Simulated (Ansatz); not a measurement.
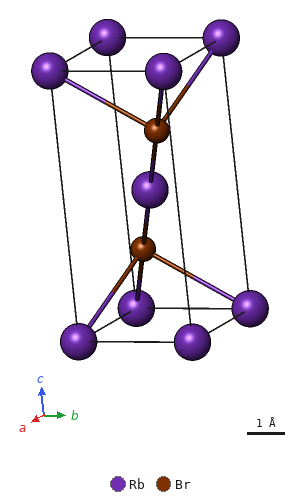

Starting frame of a dynamics run of a 4-atom cell of RbBr (set up in Fm-3m). Style: ball-and-stick. Shown: the reduced simulation cell, slightly off an axis. Bonds to atoms that aren't drawn are left out. Lengths and directions refer to the drawn axes.

Level of theory: DFT, PBE, all-electron LAPW, scalar-relativistic (Ansatz).

Input
```yaml
crystal:
  lattice:
    - [0.0, 6.854, 6.854]
    - [3.427, 0.0, 3.427]
    - [3.427, 3.427, 0.0]
  atoms:
    - { symbol: Rb, position: [0.0, 0.0, 0.0] }
    - { symbol: Rb, position: [0.5, 0.0, 0.0] }
    - { symbol: Br, position: [0.25, 0.5, 0.5] }
    - { symbol: Br, position: [0.75, 0.5, 0.5] }
kpoints:
  mp_grid: { grid: [3, 5, 5] }
scf:
  occupations: { method: fermi_dirac, width: 0.08 }
hamiltonian:
  xc: pbe
  pseudopotentials: { kind: all_electron, lapw: { basis_error: 0.001 } }
output:
  forces: true
  stress: true
md:
  timestep: 2.0
  n_steps: 15
  ensemble: nvt_langevin
  temperature: 1200
  initial_velocities: maxwell_boltzmann
  seed: 960111
```

Run as
```bash
ansatz run input.yaml --threads 2 --pin off --max-ram 4096MiB --backend cpu --events-out ev --progress --plain --runs-dir out
```

Q: Predict how the run goes.

A: The mean temperature in the second half is 1162 K (standard deviation 118 K). The potential energy in the second half lies on average 14.7 meV per atom above the first frame. The mean pressure there is 1.6 GPa. In the second half of the run the atoms are, in the root-mean-square, this far from where they began (common drift taken out): Rb 0.14 Å, Br 0.11 Å. The run lasts only 30 fs, too short to tell vibration from diffusion.

Along the run:

```csv
time (fs),potential energy (meV/atom),T (K),p (GPa)
0.0,0.0,900,1.3
2.0,0.1,974,1.3
4.0,0.4,803,1.3
6.0,0.8,796,1.3
8.0,1.5,825,1.3
10.0,2.3,882,1.3
12.0,3.3,939,1.4
14.0,4.7,1261,1.5
16.0,6.5,1303,1.5
18.0,8.4,1045,1.5
20.0,10.6,1070,1.5
22.0,12.9,997,1.5
24.0,15.4,1137,1.6
26.0,18.1,1187,1.6
28.0,21.1,1361,1.7
30.0,24.5,1198,1.7
```

The paths of the atoms, magnified 3 times:

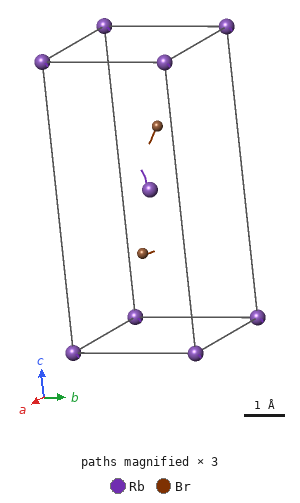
